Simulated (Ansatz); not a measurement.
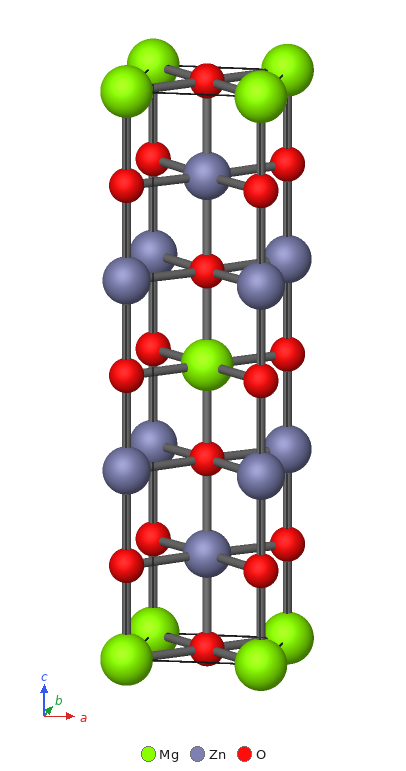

An orthographic ball-and-stick view of the structure, slightly off an axis. The edges of the conventional unit cell are marked. Cell: a = 3.05 Å, b = 3.05 Å, c = 12.90 Å, α = 90.00°, β = 90.00°, γ = 90.00°.

Origin of the cell: a structure type filled with these elements by a generator (whether the compound takes this form wasn't checked). Earlier steps of the study may have refined or changed the cell and positions. It was run through Ansatz as a DFT input.

State composition, symmetry and coordination.

The solid is MgZn$_{2}$O$_{3}$. Its lattice is body-centred tetragonal, its space group I4/mmm (No. 139). The cell has 12 atoms, namely 2 Mg, 4 Zn, 6 O. The Mg atoms are each bonded to six O in an octahedral arrangement at about 2.1 Å. The Zn atoms are each bonded to six O in an octahedral arrangement at about 2.2 Å. O takes two kinds of site: 4e with five Zn and one Mg in an octahedral arrangement (about 2.2 Å to Zn, 2.1 Å to Mg); 2b with four Mg and two Zn in an octahedral arrangement (about 2.2 Å to Mg, 2.2 Å to Zn). The bonds build a three-dimensional framework.

Level of theory and settings: Ansatz 0.2.0, DFT LDA, scalar-relativistic, plane waves, PAW, plane waves up to 420 eV, k-points about 0.24 Å⁻¹ apart, Gaussian smearing of 0.02 eV, no spin polarisation.

What is the electronic character?

A semiconductor at this level, with a gap of 1.38 eV, indirect.

How charged are the atoms, by the Bader scheme?

Mg +1.71 e; Zn +1.21 e; O -1.53 to -1.30 e.

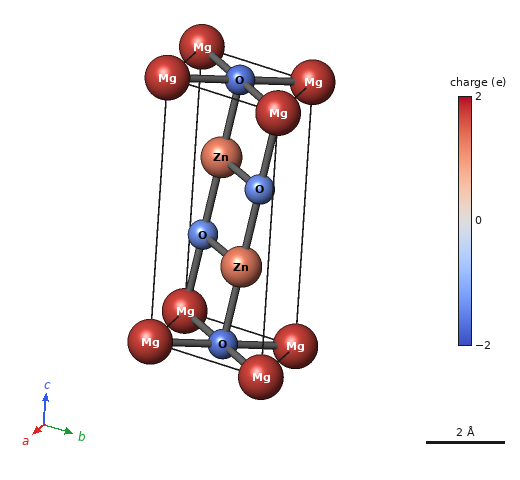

The atoms coloured by those charges. The run's cell of 6 atoms is drawn in a reduced setting, so axes and origin can differ from the first picture.

Is the structure in equilibrium?

No. The largest force is 0.14 eV/Å, on O. The pressure is -12.8 GPa, so the cell would contract.
